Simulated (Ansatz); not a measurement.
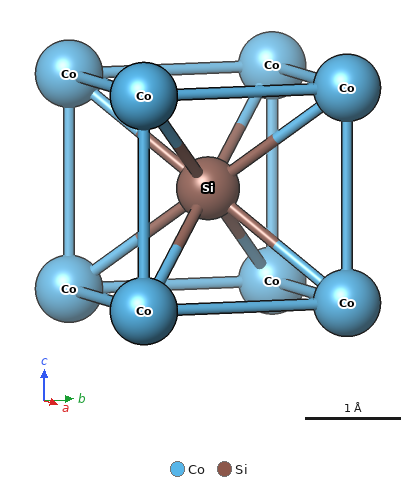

**Figure 1.** The input geometry (ball-and-stick view of the cell of the calculation, seen slightly off an axis).

## Band-structure calculation of CoSi

- system: CoSi (Pm-3m, 2 atoms in the cell)
- method: DFT, PBE, PAW with Ansatz's default frozen-core files, scalar-relativistic, no spin polarisation (Ansatz 0.2.0)

Its volume is 0.55 times that of the source entry. It belongs to a series of runs on one base structure; here: volume scaled by 0.55, PAW files.

The program's output
```
Engine: ansatz 0.2.0, aarch64-unknown-linux-gnu
Pseudopotentials: kind: paw
Pseudopotential: Co, paw, valence charge 17, recommended cutoff 420 eV (normal), Co.paw.azcp
Pseudopotential: Si, paw, valence charge 4, recommended cutoff 420 eV (normal), Si.paw.azcp
Functional definition: PBE
  parameter kappa = 0.804
  parameter beta = 0.06672455060314922
  exchange = pbe_x(kappa = kappa, mu = beta*pi^2/3)
  correlation = pbe_c(beta = beta)
Crystal: 2 atoms, lattice volume = 11.822 Å³
Basis set: ecut = 420 eV, 251 PW (Γ), exchange–correlation on 32×32×32 points (8 copies of the dense FFT grid, shifted against one another)
Bands: 15, of which v1, the nominal top of the filled ones, is band 11 counted from 1 (10 counted from 0)
Symmetry: 48 space group operations
Space group: Pm-3m (ITA 221), of the structure as read, at distance tolerance 2.3e-5 Å
k-points: 120 of 2744
Non-local potential: Co, projectors of the file, l = 0: 3, l = 1: 2, l = 2: 3, l = 3: 1
Non-local potential: Si, projectors of the file, l = 0: 2, l = 1: 2, l = 2: 2
PAW form: soft (Blöchl's): semilocal exchange-correlation on the pseudo side does not see the compensation charge
PAW one-centre angular grid: Co, 590 points (default); XC on 64 Gauss nodes
PAW one-centre angular grid: Si, 110 points (default); XC on 64 Gauss nodes
Initial density: superposition of atomic densities (neutral atoms: chi_scale 0, normalization atom), corrected by the library's trained network
Initial wavefunctions: pseudopotential atomic-orbital guess
Functional: x = pbe(κ = 0.804, μ = 0.2195149727645171), c = pbe(β = 0.06672455060314922)
SCF iter   1: F=—  HF=-5754.202231 eV  |F-HF|=—  |Δ(HF+E_count)|=         —  Δρ=8.76e-2  dr2=2.73e-1  ethr=1.77e-3  ⟨swp⟩=6.0  Hψ=9358  notcnv=0
preconditioner: auto → none  [metal: Δε(μ)=0.046 eV  Ē_g=15.806 eV  σ=0.100 eV  W_gap=0.11  n_scr=6 (ndim 8)  ℏωp=38.9 eV  f_vac=0.007  D(μ)=0.90/eV (n_scr^D=6)  sad-step TF]
SCF iter   2: F=—  HF=-5754.144860 eV  |F-HF|=—  |Δ(HF+E_count)|=   5.74e-2  Δρ=4.51e-2  dr2=7.32e-2  ethr=1.30e-3  ⟨swp⟩=2.0  Hψ=3258  notcnv=0  defer=12
SCF iter   3: F=—  HF=-5754.121310 eV  |F-HF|=—  |Δ(HF+E_count)|=   2.35e-2  Δρ=3.13e-3  dr2=5.57e-4  ethr=3.48e-4  ⟨swp⟩=2.3  Hψ=2382  notcnv=0  defer=12
SCF iter   4: F=—  HF=-5754.121380 eV  |F-HF|=—  |Δ(HF+E_count)|=   7.04e-5  Δρ=1.29e-3  dr2=6.62e-5  ethr=2.65e-6  ⟨swp⟩=2.1  Hψ=3004  notcnv=0  defer=12
SCF iter   5: F=—  HF=-5754.121395 eV  |F-HF|=—  |Δ(HF+E_count)|=   1.48e-5  Δρ=2.27e-4  dr2=3.22e-6  ethr=3.15e-7  ⟨swp⟩=2.0  Hψ=3059  notcnv=0  defer=12
SCF iter   6: F=—  HF=-5754.121396 eV  |F-HF|=—  |Δ(HF+E_count)|=   3.47e-7  Δρ=4.97e-5  dr2=1.09e-7  ethr=1.53e-8  ⟨swp⟩=2.6  Hψ=2961  notcnv=0  defer=12
SCF iter   7: F=-5754.121396 eV  HF=-5754.121396 eV  |F-HF|=1.74e-9  |Δ(HF+E_count)|=   1.49e-8  Δρ=9.41e-6  dr2=2.31e-9  ethr=4.76e-10  ⟨swp⟩=10.3  Hψ=12204  notcnv=0
SCF 1 converged in 7 iterations: F = -5754.121396 eV  dr2 = 2.31e-9
  greatest PAW one-centre occupation: 1.004 electrons in one spin orbital (limit 2), on the Co atom at site 0 (counted from 0), in its partial waves of l = 1
NSCF: frozen V_eff on 57 k-points
SCF converged after 7 iterations
Free energy (F): -5754.121396 eV
Harris-Foulkes:  -5754.121396 eV  (|F-HF|=1.74e-9)
Internal energy: -5754.089793 eV  (E = F + TS)
E sigma→0 (E₀):  -5754.105594 eV
Entropy (-TS):   -0.031603 eV (-15.801 meV/atom)
Fermi energy:    33.686335 eV
--- Per-component energies (eV) ---
  E_band       = 52.349427
  E_kinetic    = 554.010260
  E_local      = -2706.408962  (includes V_loc(G=0)·N_el)
  E_nonlocal   = 509.998930
  E_hartree    = 1251.313545
  E_xc         = -232.661856
  E_vxc        = -276.548230  (∫ρ·V_xc dr)
  E_paw        = -2050.571198  (= ΣΔE_a)
  E_vpaw       = -531.328569  (= ΣTr[D̂ρ^β])
  E_aug_tail   = 0.000118  (compensation charges beyond the density's cutoff)
  E_ewald      = -3079.770629
  E_smearing   = -0.031603  (= −TS)
  E_closure    = 0.000000  (closes the sum)
  Σ components = -5754.121396   (vs F -5754.121396, Δ=0.00e0)
--- Forces (eV/Å), atoms counted from 1 ---
  atom   1  Co    -0.00000000    -0.00000000     0.00000000
  atom   2  Si     0.00000000    -0.00000000    -0.00000000
  max |Σ_I F_I| component: 1.77e-30 eV/Å
--- Stress (GPa, compression-positive) ---
      492.101747      -0.000000       0.000000
        0.000000     492.101747       0.000000
        0.000000       0.000000     492.101747
  P = ⅓ Tr σ = 492.1017 GPa (4921.017 kbar)
--- Band table (eV; the first three rows and the last of 120) ---
  k-point 0: bands = ["-63.4709", "-26.7207", "-26.7207", "-26.7207", "13.2160", "24.4362", "24.4362", "30.5329", "30.5329", "30.5329", "39.2215", "39.2215", "39.2215", "42.9639", "42.9639"]
  k-point 1: bands = ["-63.4671", "-26.7496", "-26.7185", "-26.7185", "13.3748", "24.4377", "24.5128", "30.3581", "30.3581", "30.5525", "38.2190", "39.4857", "39.4857", "42.7638", "44.0140"]
  k-point 2: bands = ["-63.4562", "-26.8303", "-26.7123", "-26.7123", "13.8440", "24.3929", "24.7345", "29.9087", "29.9087", "30.6078", "36.5288", "40.2058", "40.2058", "42.1955", "45.8770"]
  k-point 119: bands = ["-63.2585", "-27.1387", "-27.1387", "-27.1387", "22.2661", "22.2661", "22.2661", "32.5186", "32.5186", "34.2021", "34.2021", "34.2021", "37.1141", "40.7276", "40.7276"]
--- Löwdin populations: 2 sites ---
  site symbol       q [e]
     0     Co     16.9094
     1     Si      3.7301
  spilling = 0.017167 (of n_electrons = 21.000000)
```

File populations.tsv
```
# site	symbol	l	j	q
# orbitals = lowdin
# n_electrons = 21.000000
# spilling = 0.017167
0	Co	0_3S	-	1.920856
0	Co	0_4S	-	0.501890
0	Co	1_3P	-	5.984540
0	Co	2_3D	-	8.502130
1	Si	0_3S	-	0.876629
1	Si	1_3P	-	2.853441
```

File rho_z.tsv
```
# z_ang	rho[e/angstrom^3]
# format = ansatz-planar-average/11
# lattice	2.278022970	0.000000000	0.000000000
# lattice	0.000000000	2.278022970	0.000000000
# lattice	0.000000000	0.000000000	2.278022970
# sites	2
# site	27	0.000000000	0.000000000	0.000000000
# site	14	1.139011485	1.139011485	1.139011485
0.000000	4.654552e0
0.142376	4.027104e0
0.284753	2.742765e0
0.427129	1.686410e0
0.569506	1.091918e0
0.711882	7.998230e-1
0.854259	6.573888e-1
0.996635	5.923327e-1
1.139011	5.726433e-1
1.281388	5.923327e-1
1.423764	6.573888e-1
1.566141	7.998230e-1
1.708517	1.091918e0
1.850894	1.686410e0
1.993270	2.742765e0
2.135647	4.027104e0
```

File v_z.tsv
```
# z_ang	v_es[eV]	v_tot[eV]
# format = ansatz-planar-average/11
# xc	pbe
# density_cutoff_ev	1680
# datasets	Co=:simpson_from_first_knot:soft	Si=:simpson_from_first_knot:soft
# lattice	2.278022970	0.000000000	0.000000000
# lattice	0.000000000	2.278022970	0.000000000
# lattice	0.000000000	0.000000000	2.278022970
# sites	2
# site	27	0.000000000	0.000000000	0.000000000
# site	14	1.139011485	1.139011485	1.139011485
0.000000	7.819859e0	-1.026501e1
0.142376	8.207921e0	-9.624624e0
0.284753	9.242687e0	-7.933814e0
0.427129	1.021535e1	-6.076206e0
0.569506	1.065885e1	-4.822859e0
0.711882	1.063198e1	-4.502160e0
0.854259	1.004230e1	-5.109675e0
0.996635	9.106975e0	-6.128283e0
1.139011	8.621701e0	-6.660052e0
1.281388	9.106975e0	-6.128283e0
1.423764	1.004230e1	-5.109675e0
1.566141	1.063198e1	-4.502160e0
1.708517	1.065885e1	-4.822859e0
1.850894	1.021535e1	-6.076206e0
1.993270	9.242687e0	-7.933814e0
2.135647	8.207921e0	-9.624624e0
```

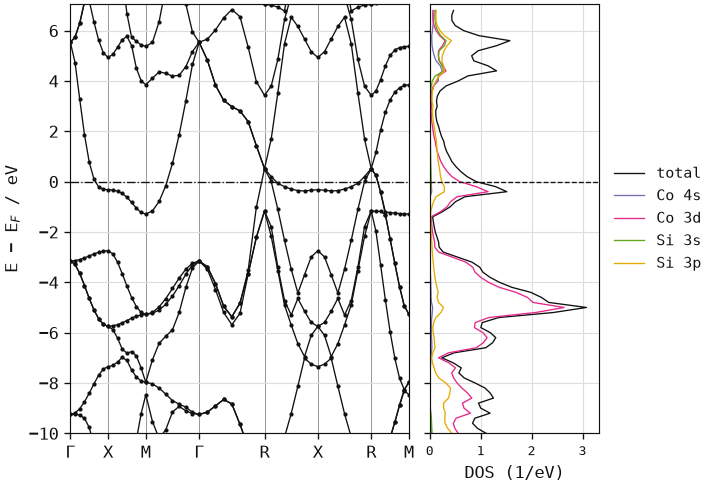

**Figure 2.** Band structure along Γ–X–M–Γ–R–X–R–M and density of states (projected on Löwdin-orthogonalised atomic shells), with energies from the Fermi level. Bands cross the Fermi level: a metal at this level of theory.

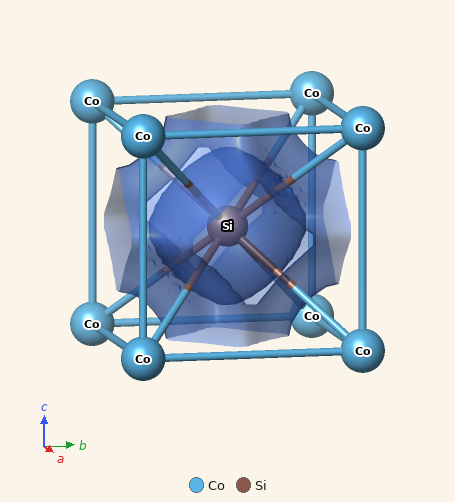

**Figure 3.** Isosurface of the ELF at 0.45 (blue), seen slightly off an axis. Only the valence region is drawn (cores and ρ < 0.01 e/Å³ removed). Sticks mark near contacts. The outline is the cell set on symmetry axes. Along the contacts the grid gives the following. Co–Si (1.97 Å): the ELF is about 0.40 at the midpoint. Si–Si (2.28 Å): the ELF is about 0.55 at the midpoint. Core electrons are frozen (PAW), so the fields are smoothed inside the atomic spheres.

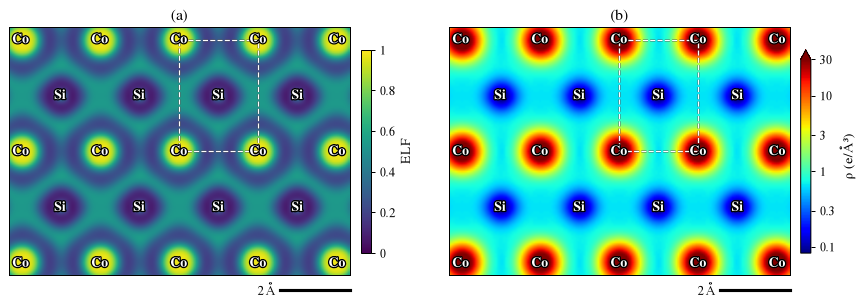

**Figure 4.** (a) electron localisation function; (b) valence pseudo-density on the (101) plane of the conventional cell. The section cuts through Co and Si sites. Co–Si (1.97 Å): ρ is about 0.87 e/Å³ halfway; the ELF is about 0.40 at the midpoint. Si–Si (2.28 Å): the density is about 0.65 e/Å³ at the midpoint, a local maximum along the line; the ELF is about 0.55 at the midpoint. Co–Co (2.28 Å): ρ at the midpoint is about 0.65 e/Å³; the ELF is about 0.30 at the midpoint (no shared electron pair). Away from the nuclei the density in this plane falls to 0.63 e/Å³ at its lowest. The strong features right at Co lie inside the PAW spheres (semicore, d or f shells) and say nothing about bonding.

The run was set up as follows.

Input
```yaml
crystal:
  lattice:
    - [2.2780229704, 0.0, 0.0]
    - [0.0, 2.2780229704, 0.0]
    - [0.0, 0.0, 2.2780229704]
  atoms:
    - { symbol: Co, position: [0.0, 0.0, 0.0] }
    - { symbol: Si, position: [0.5, 0.5, 0.5] }
kpoints:
  mp_grid: { grid: [14, 14, 14] }
  band_path:
    path:
      - [0.0, 0.0, 0.0]
      - [0.0, 0.5, 0.0]
      - [0.5, 0.5, 0.0]
      - [0.0, 0.0, 0.0]
      - [0.5, 0.5, 0.5]
      - [0.0, 0.5, 0.0]
      - [0.5, 0.5, 0.5]
      - [0.5, 0.5, 0.0]
    npoints: 8
scf:
  occupations: { method: fermi_dirac, width: 0.1 }
hamiltonian:
  xc: pbe
  pseudopotentials: { kind: paw }
output:
  forces: true
  stress: true
  eigenvalues: true
  populations: true
  dos: { projected: true, de: 0.2, e_range: [-14, 8] }
  write_density: true
  write_potential: true
  elf: true
  volumetric_format: npy
```

Launch command:
```bash
ansatz run input.yaml --threads 1 --pin off --max-ram 2048MiB --backend cpu --events-out ev --progress --plain --runs-dir out
```

Results in brief

- outcome: converged
- space group (tolerance 0.01 Å): Pm-3m (221)
- electrons treated: 21
- free energy: −5754.1214 eV
- Fermi energy: 33.686 eV
- pressure: 492.10 GPa
- electronic character: metal
- largest force (length of the vector): under 0.001 eV/Å
- hardware: 1 thread of Arm Neoverse V1, 24 GiB of memory available, shared host
- wall time: 3 s
- peak memory: 0.29 GiB

Remarks

The run has no spin polarisation, so a magnetic state may lie lower. The cell is under a pressure of 492 GPa at this level, so it is not at its equilibrium volume.
